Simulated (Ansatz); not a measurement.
**Al$_{2}$As$_{2}$H: geometry relaxation (part 2 of 2)**

Al$_{2}$As$_{2}$H (slab, 10 atoms in the cell); DFT PBEsol, scalar-relativistic, plane waves, PAW, no spin polarisation (Ansatz 0.2.0); cutoff 420 eV, 7×5×1 k-mesh, Gaussian smearing of 0.05 eV. The structure derives from an entry of the Crystallography Open Database. The input holds or restrains some coordinates. Forces given for the steps count only the free coordinates. It belongs to a series of runs on one base structure; here: H2 put at a top As site.

Geometry of the input (Å; fractional positions):
```
4.0125  0.0000  0.0000
0.0000  5.6746  0.0000
0.0000  0.0000  25.0188
Al 0.5000  0.5000  0.3397
As 0.0000  0.2500  0.3397
Al 0.0000  0.0000  0.4199
As 0.5000  0.7500  0.4199
Al 0.5000  0.5024  0.5037
As 0.0000  0.2549  0.5004
Al 0.0000  -0.0744  0.5609
As 0.5000  0.7192  0.5886
H  0.5000  0.7192  0.6725
H  0.6662  0.6588  0.6725
```

```
WARN: The output density's exchange-correlation potential varies sharply where the density is thin. Do not read a vacuum level from v_tot or v_xc, or from such a field of the output density. On a cell that repeats whose density bears no net charge and no dipole along the vacuum's axis use v_es (v_loc + v_h of the components); under efield.dipole_correction with no amplitude use v_es + v_field, which holds any external_charges[].barrier, or the levels of the report's work_function block, which leave it out; under a non-zero efield.amplitude the vacuum is tilted and has no level; on a cell that repeats and bears such a dipole with no correction it is tilted too, and efield.dipole_correction with no amplitude gives each side of its ramp a level where efield: is served; in a cell that repeats whose density bears a net charge (total_charge, or a fill off its count) it is curved and has none; of a slab under crystal.periodic whose density bears no net charge use v_es, which has a level on each side, short of where the two are joined; of another it falls or rises all the way out and has none; of a slab beside external_charges read slab_vacuum_level instead, which it has where they leave it neutral. The grid or the basis barely resolves most such structure, and the values can differ between equally converged runs; as a rule a tighter scf.convergence.dr2_threshold does not remove it. Where the density itself ripples (under the LDA too) a higher basis.ecutwfc lessens it. The files hold the spikes' plane waves up to the density's cutoff. Files: v_tot_of_output_density and the like, and their columns of v_z.tsv (output.write_potential); v_xc_of_output_density and the like, and their columns of v_comp_z.tsv (output.write_potential_components). Measured: with its Gaussian average of σ = 0.25 Å subtracted twice, the exchange-correlation potential is over 0.1 eV at 2110 of the grid points where the equally averaged density (valence and model cores) is under 1e-3 e/Å³, and 1.38 eV at the most among them, at an averaged density of 1.9e-4 e/Å³. The input density's (outcome.potential() and, of a run that writes arrays, v_tot and v_xc) is over 0.1 eV, so measured, at 2066 points of its own thin density, 1.37 eV at the most. See output.write_potential in the manual, Limitations
SCF converged after 3 iterations
Free energy (F): -21381.992040 eV
Harris-Foulkes:  -21381.992040 eV  (|F-HF|=2.44e-9)
Internal energy: -21381.992040 eV  (E = F + TS)
E sigma→0 (E₀):  -21381.992040 eV
Fermi energy:    -0.916834 eV
Dipole field:    D = -0.014451 V/Å  (p = -0.045493 e·Å, saw-weighted, corrected)
Work function:   Φ+ = 4.7806 eV   Φ− = 4.4190 eV
Levels:          The Fermi level and band energies are counted from a zero that moves with the ramp; work functions are not
--- Per-component energies (eV) ---
  E_band       = -1627.848510
  E_kinetic    = 525.651424
  E_local      = -48135.257164  (includes V_loc(G=0)·N_el)
  E_nonlocal   = -2627.763677
  E_hartree    = 24076.353009
  E_xc         = -484.739120
  E_vxc        = -449.630985  (∫ρ·V_xc dr)
  E_paw        = -8992.457260  (= ΣΔE_a)
  E_vpaw       = 907.447398  (= ΣTr[D̂ρ^β])
  E_aug_tail   = -0.002410  (compensation charges beyond the density's cutoff)
  E_efield     = 0.000329  (sawtooth field / dipole correction)
  E_vefield    = -1.013945  (∫n·V_field dr)
  E_ewald      = 14252.280558
  E_core_change = 3.942271  (= ΣΔE_core)
  E_smearing   = -0.000000  (= −TS)
  E_closure    = 0.000000  (closes the sum)
  Σ components = -21381.992040   (vs F -21381.992040, Δ=0.00e0)
--- Forces (eV/Å), atoms counted from 1 ---
  atom   1  Al    -0.00014235    -1.10573137     1.38308702
  atom   2  As    -0.00021698     0.37775763    -1.18977439
  atom   3  Al    -0.00068358     0.41539772     0.04260196
  atom   4  As    -0.00098456     0.31202053    -0.23505271
  atom   5  Al     0.00013416    -0.00094055    -0.00041948
  atom   6  As    -0.00030038     0.00019064     0.00142986
  atom   7  Al     0.00134783     0.00114538    -0.00264133
  atom   8  As    -0.00102600     0.00034970     0.00146921
  atom   9  H      0.00957602     0.00256174     0.02234056
  atom  10  H     -0.00781337    -0.00273682    -0.02298707
  max |Σ_I F_I| component: 1.09e-4 eV/Å
--- Band table (eV; the first three rows and the last of 18) ---
  k-point 0: bands = ["-35.9823", "-35.9735", "-35.9695", "-35.9559", "-35.9489", "-35.9412", "-35.9335", "-35.9287", "-35.9171", "-35.9080", "-35.6429", "-35.6300", "-35.6084", "-35.5976", "-35.5887", "-35.4752", "-35.4706", "-35.4045", "-35.3850", "-35.3698", "-13.0007", "-12.1304", "-11.3845", "-11.1209", "-6.6238", "-6.3064", "-5.7986", "-4.9545", "-4.2276", "-3.5824", "-3.3708", "-3.2064", "-2.6067", "-2.2484", "-1.8444", "-1.5400", "-1.4726", "-0.3680", "0.2667", "1.0092", "1.4380", "1.8186", "2.2607", "2.7808", "3.1451", "3.2580", "3.3807"]
  k-point 1: bands = ["-35.9823", "-35.9735", "-35.9695", "-35.9559", "-35.9489", "-35.9412", "-35.9335", "-35.9287", "-35.9171", "-35.9080", "-35.6429", "-35.6300", "-35.6084", "-35.5976", "-35.5887", "-35.4752", "-35.4706", "-35.4045", "-35.3850", "-35.3698", "-12.8816", "-12.0755", "-11.5240", "-11.2501", "-6.4895", "-6.2776", "-6.1034", "-5.0373", "-3.8136", "-3.7081", "-3.2460", "-3.0867", "-2.5396", "-2.1939", "-1.9421", "-1.6824", "-1.4965", "-0.1197", "0.4355", "0.9937", "1.4257", "1.7209", "2.0352", "2.6366", "3.2946", "3.3684", "3.5571"]
  k-point 2: bands = ["-35.9823", "-35.9735", "-35.9695", "-35.9559", "-35.9489", "-35.9412", "-35.9335", "-35.9287", "-35.9171", "-35.9080", "-35.6429", "-35.6300", "-35.6084", "-35.5976", "-35.5887", "-35.4752", "-35.4706", "-35.4045", "-35.3850", "-35.3698", "-12.5477", "-12.1186", "-11.7760", "-11.4275", "-6.5836", "-6.2648", "-6.0223", "-5.1677", "-4.3219", "-2.9730", "-2.8940", "-2.6672", "-2.4367", "-2.2984", "-2.0574", "-1.9475", "-1.4852", "-0.2683", "0.7193", "1.0242", "1.5003", "1.6843", "2.2989", "2.6803", "3.0428", "3.2815", "3.4113"]
  k-point 17: bands = ["-35.9817", "-35.9734", "-35.9698", "-35.9563", "-35.9482", "-35.9410", "-35.9339", "-35.9285", "-35.9160", "-35.9083", "-35.6419", "-35.6303", "-35.6088", "-35.5975", "-35.5883", "-35.4743", "-35.4709", "-35.4044", "-35.3853", "-35.3693", "-11.9614", "-11.6276", "-11.1745", "-10.8584", "-6.6155", "-6.3707", "-6.2355", "-6.1314", "-5.9450", "-4.2813", "-4.0044", "-3.6436", "-3.3430", "-3.0957", "-2.7810", "-2.2217", "-1.4599", "-0.3686", "0.0242", "1.2278", "1.6001", "1.7465", "2.0563", "2.8162", "3.1545", "3.7831", "4.1098"]
--- Relaxed structure (21 steps of the walk, 20 accepted, 0 SCFs on fresh bases) ---
  F+E_penalty+E_count = -21381.99203954 eV   max|allowed force component| = 2.299e-2 eV/Å
  atoms:
    - { symbol: Al, position: [0.5, 0.5, 0.3397442611] }
    - { symbol: As, position: [0.0, 0.25, 0.3397442611] }
    - { symbol: Al, position: [0.0, 0.0, 0.4199348117] }
    - { symbol: As, position: [0.5, 0.75, 0.4199348117] }
    - { symbol: Al, position: [0.4995861658202164, 0.5021556452218805, 0.5037196220603564] }
    - { symbol: As, position: [-0.0004007892202700707, 0.25455636036232804, 0.5003378973482121] }
    - { symbol: Al, position: [-0.000861000720788088, -0.07416548867564741, 0.561087655571993] }
    - { symbol: As, position: [0.49914989669871024, 0.7195387965935336, 0.5885526972391802] }
    - { symbol: H, position: [0.7175043016276763, 0.6670891956673752, 0.7093083899836048] }
    - { symbol: H, position: [0.792977822316721, 0.679213205371539, 0.7370794431494387] }
```

## Trajectory as extended XYZ (Å, eV, eV/Å), 10 of the 21 frames kept, from step=1 to step=21
```
10
Lattice="4.0125 0.0000 0.0000 0.0000 5.6746 0.0000 0.0000 0.0000 25.0188" Properties=species:S:1:pos:R:3:forces:R:3 step=1 energy=-21381.15267
Al    2.0063    2.8373    8.5000    0.0038  -1.0513   1.3703
As    0.0000    1.4186    8.5000   -0.0025   0.3413  -1.1391
Al    0.0000    0.0000   10.5063   -0.0029   0.3659  -0.0255
As    2.0063    4.2559   10.5063    0.0046   0.2801  -0.2793
Al    2.0063    2.8509   12.6030   -0.0694   0.1254  -0.2456
As    0.0000    1.4463   12.5192   -0.0141   0.0019   0.0936
Al    0.0000   -0.4221   14.0336    0.0445  -0.0124  -0.2983
As    2.0063    4.0813   14.7263   -0.3428   0.0599  -1.7322
H     2.0063    4.0813   16.8263   -0.0692   0.0875   1.1178
H     2.6732    3.7382   16.8263    0.4478  -0.1993   1.1393
10
Lattice="4.0125 0.0000 0.0000 0.0000 5.6746 0.0000 0.0000 0.0000 25.0188" Properties=species:S:1:pos:R:3:forces:R:3 step=3 energy=-21381.76260
Al    2.0063    2.8373    8.5000    0.0002  -1.0645   1.3704
As    0.0000    1.4186    8.5000   -0.0030   0.3432  -1.1817
Al    0.0000    0.0000   10.5063   -0.0079   0.3447  -0.0847
As    2.0063    4.2559   10.5063   -0.0076   0.4378  -0.6185
Al    1.9890    2.8289   12.5098   -0.0134  -0.0717  -0.1277
As   -0.0160    1.4627   12.4848   -0.0211   0.0346  -0.0504
Al   -0.0336   -0.4164   13.9324   -0.0804  -0.0146  -0.1021
As    1.9625    4.0961   14.5375    0.0335   0.0207   0.2760
H     2.0645    4.0624   17.1817    0.0809  -0.0304   0.2339
H     2.7374    3.7134   17.2031    0.0200  -0.0007   0.2826
10
Lattice="4.0125 0.0000 0.0000 0.0000 5.6746 0.0000 0.0000 0.0000 25.0188" Properties=species:S:1:pos:R:3:forces:R:3 step=5 energy=-21381.90997
Al    2.0063    2.8373    8.5000   -0.0013  -1.0929   1.3778
As    0.0000    1.4186    8.5000   -0.0023   0.3661  -1.1921
Al    0.0000    0.0000   10.5063   -0.0077   0.4063   0.0080
As    2.0063    4.2559   10.5063   -0.0093   0.3701  -0.4103
Al    1.9878    2.8461   12.5608   -0.0059  -0.0638  -0.0339
As   -0.0175    1.4546   12.5055   -0.0095  -0.0010  -0.0460
Al   -0.0280   -0.4291   13.9791   -0.0446   0.0099  -0.0228
As    1.9720    4.0834   14.6472    0.0290   0.0193   0.1031
H     2.1671    4.0163   17.5098    0.0665  -0.0294   0.0867
H     2.8381    3.6687   17.5875   -0.0158   0.0156   0.1281
10
Lattice="4.0125 0.0000 0.0000 0.0000 5.6746 0.0000 0.0000 0.0000 25.0188" Properties=species:S:1:pos:R:3:forces:R:3 step=8 energy=-21381.97500
Al    2.0063    2.8373    8.5000   -0.0030  -1.1029   1.3826
As    0.0000    1.4186    8.5000   -0.0022   0.3762  -1.1907
Al    0.0000    0.0000   10.5063   -0.0087   0.4050   0.0245
As    2.0063    4.2559   10.5063   -0.0142   0.3077  -0.2456
Al    1.9816    2.8449   12.5982    0.0028   0.0144  -0.0077
As   -0.0242    1.4429   12.5153    0.0030   0.0026   0.0091
Al   -0.0335   -0.4285   14.0255    0.0091   0.0115  -0.0077
As    1.9731    4.0811   14.7170   -0.0036  -0.0110   0.0004
H     2.4268    4.0294   17.9091    0.0353  -0.0190   0.0043
H     3.0812    3.7152   18.1337   -0.0188   0.0153   0.0302
10
Lattice="4.0125 0.0000 0.0000 0.0000 5.6746 0.0000 0.0000 0.0000 25.0188" Properties=species:S:1:pos:R:3:forces:R:3 step=10 energy=-21381.98327
Al    2.0063    2.8373    8.5000   -0.0012  -1.1040   1.3823
As    0.0000    1.4186    8.5000   -0.0009   0.3763  -1.1903
Al    0.0000    0.0000   10.5063   -0.0036   0.4086   0.0293
As    2.0063    4.2559   10.5063   -0.0057   0.3163  -0.2516
Al    1.9963    2.8477   12.5976    0.0007   0.0060  -0.0008
As   -0.0098    1.4452   12.5147    0.0011   0.0142  -0.0017
Al   -0.0133   -0.4206   14.0287   -0.0015  -0.0096   0.0016
As    1.9925    4.0852   14.7149    0.0035  -0.0051   0.0264
H     2.5820    3.9768   17.9781    0.2715  -0.1131   0.1759
H     3.1747    3.7448   18.4113   -0.2640   0.1101  -0.1713
10
Lattice="4.0125 0.0000 0.0000 0.0000 5.6746 0.0000 0.0000 0.0000 25.0188" Properties=species:S:1:pos:R:3:forces:R:3 step=12 energy=-21381.98979
Al    2.0063    2.8373    8.5000   -0.0010  -1.1065   1.3822
As    0.0000    1.4186    8.5000   -0.0007   0.3783  -1.1913
Al    0.0000    0.0000   10.5063   -0.0028   0.4195   0.0432
As    2.0063    4.2559   10.5063   -0.0046   0.3124  -0.2367
Al    1.9982    2.8495   12.6019    0.0023  -0.0063   0.0028
As   -0.0079    1.4451   12.5177    0.0012  -0.0084  -0.0010
Al   -0.0104   -0.4257   14.0314    0.0009   0.0192   0.0029
As    1.9957    4.0827   14.7243    0.0011  -0.0052  -0.0009
H     2.7097    3.9233   17.8754   -0.0007  -0.0101  -0.0173
H     3.1344    3.7907   18.4909    0.0043   0.0071   0.0160
10
Lattice="4.0125 0.0000 0.0000 0.0000 5.6746 0.0000 0.0000 0.0000 25.0188" Properties=species:S:1:pos:R:3:forces:R:3 step=14 energy=-21381.99080
Al    2.0063    2.8373    8.5000   -0.0001  -1.1057   1.3828
As    0.0000    1.4186    8.5000   -0.0002   0.3782  -1.1896
Al    0.0000    0.0000   10.5063   -0.0007   0.4188   0.0462
As    2.0063    4.2559   10.5063   -0.0009   0.3144  -0.2330
Al    2.0045    2.8514   12.6039   -0.0001   0.0030   0.0024
As   -0.0016    1.4465   12.5178   -0.0004   0.0039  -0.0071
Al   -0.0026   -0.4164   14.0384   -0.0032  -0.0178   0.0058
As    2.0032    4.0860   14.7263    0.0026   0.0061  -0.0057
H     2.7460    3.8313   17.8416    0.0949  -0.0053   0.1310
H     3.1597    3.8265   18.4851   -0.0919   0.0043  -0.1337
10
Lattice="4.0125 0.0000 0.0000 0.0000 5.6746 0.0000 0.0000 0.0000 25.0188" Properties=species:S:1:pos:R:3:forces:R:3 step=17 energy=-21381.99179 accepted=F
Al    2.0063    2.8373    8.5000   -0.0002  -1.1056   1.3830
As    0.0000    1.4186    8.5000   -0.0002   0.3778  -1.1899
Al    0.0000    0.0000   10.5063   -0.0006   0.4157   0.0421
As    2.0063    4.2559   10.5063   -0.0009   0.3100  -0.2322
Al    2.0047    2.8487   12.6029   -0.0006   0.0054   0.0007
As   -0.0016    1.4445   12.5180    0.0012  -0.0030  -0.0001
Al   -0.0028   -0.4222   14.0362    0.0016   0.0062  -0.0001
As    2.0036    4.0837   14.7252   -0.0017  -0.0063  -0.0014
H     2.8504    3.7861   17.7721    0.0390   0.0098   0.0924
H     3.1466    3.8567   18.4721   -0.0377  -0.0099  -0.0945
10
Lattice="4.0125 0.0000 0.0000 0.0000 5.6746 0.0000 0.0000 0.0000 25.0188" Properties=species:S:1:pos:R:3:forces:R:3 step=19 energy=-21381.99199
Al    2.0063    2.8373    8.5000   -0.0001  -1.1058   1.3831
As    0.0000    1.4186    8.5000   -0.0002   0.3778  -1.1899
Al    0.0000    0.0000   10.5063   -0.0006   0.4157   0.0428
As    2.0063    4.2559   10.5063   -0.0009   0.3120  -0.2348
Al    2.0048    2.8497   12.6026    0.0002  -0.0021  -0.0008
As   -0.0014    1.4445   12.5179   -0.0004  -0.0002   0.0019
Al   -0.0032   -0.4210   14.0378    0.0015   0.0025  -0.0031
As    2.0032    4.0830   14.7251   -0.0012   0.0003   0.0018
H     2.8641    3.7858   17.7569    0.0164   0.0041   0.0371
H     3.1671    3.8549   18.4522   -0.0146  -0.0042  -0.0382
10
Lattice="4.0125 0.0000 0.0000 0.0000 5.6746 0.0000 0.0000 0.0000 25.0188" Properties=species:S:1:pos:R:3:forces:R:3 step=21 energy=-21381.99204
Al    2.0063    2.8373    8.5000   -0.0001  -1.1057   1.3831
As    0.0000    1.4186    8.5000   -0.0002   0.3778  -1.1898
Al    0.0000    0.0000   10.5063   -0.0007   0.4154   0.0426
As    2.0063    4.2559   10.5063   -0.0010   0.3120  -0.2351
Al    2.0046    2.8495   12.6025    0.0001  -0.0009  -0.0004
As   -0.0016    1.4445   12.5179   -0.0003   0.0002   0.0014
Al   -0.0035   -0.4209   14.0378    0.0013   0.0011  -0.0026
As    2.0029    4.0831   14.7249   -0.0010   0.0003   0.0015
H     2.8790    3.7855   17.7461    0.0096   0.0026   0.0223
H     3.1819    3.8543   18.4409   -0.0078  -0.0027  -0.0230
```

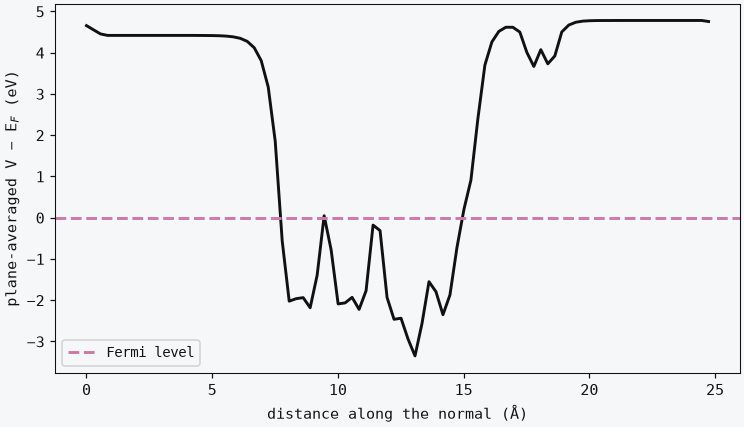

*Plane average of the electrostatic potential energy of an electron across the cell, from the Fermi level.*

The vacuum level lies 4.78 eV above the Fermi level on the upper side and 4.42 eV on the lower.

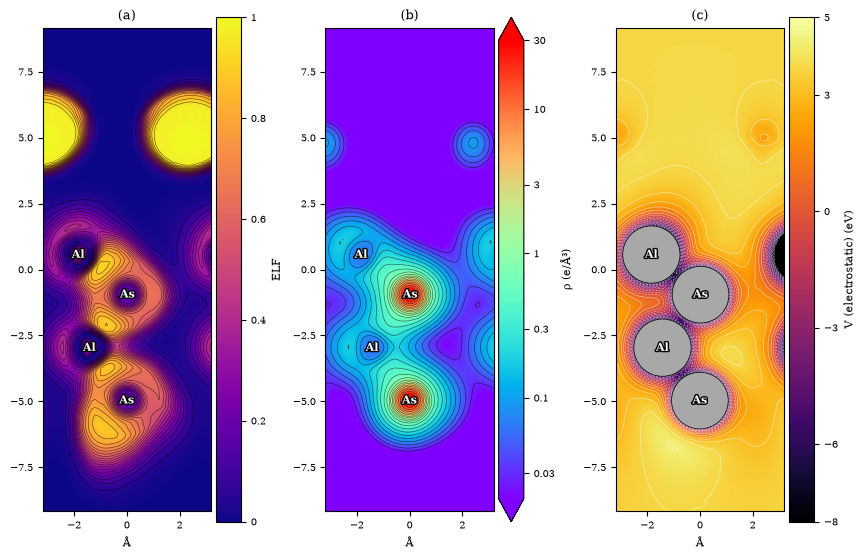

*(a) electron localisation function; (b) valence pseudo-density; (c) electrostatic potential (local pseudopotential plus Hartree) felt by an electron on the (100) plane of the calculation cell, a cut from vacuum to vacuum. Grey discs, where drawn, cover atomic cores.*

Al–As (2.41 Å): the density is about 0.5 e/Å³ at the midpoint; the ELF peaks at about 0.90 between the atoms (localised, shared-pair bonding). The density dies away to nearly zero in the vacuum. In a PAW calculation such maps are meaningful between the atoms, not at the nuclei.

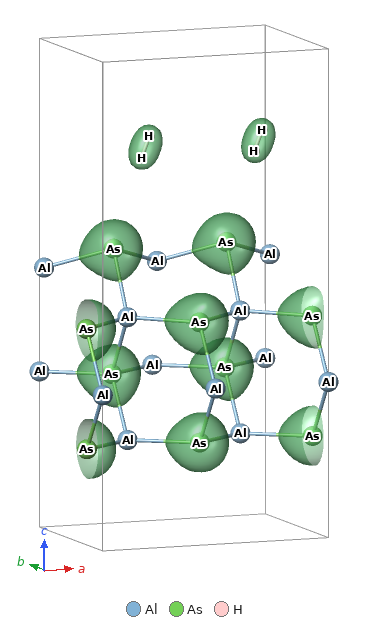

*Isosurface of the valence pseudo-density at 0.5 e/Å³ (green), seen slightly off an axis. Sticks mark near contacts.*

At this value the density breaks into separate islands; it holds about 65 % of the electrons treated as valence. It is pinched off along the Al–As (2.41 Å), Al–As (2.45 Å) and Al–As (2.52 Å) contacts. On the grid the lowest density along these lines, outside the cores, is 1.7 e/Å³ (H–H, 0.76 Å), 0.38 e/Å³ (Al–As, 2.41 Å), 0.35 e/Å³ (Al–As, 2.45 Å) and 0.3 e/Å³ (Al–As, 2.52 Å).
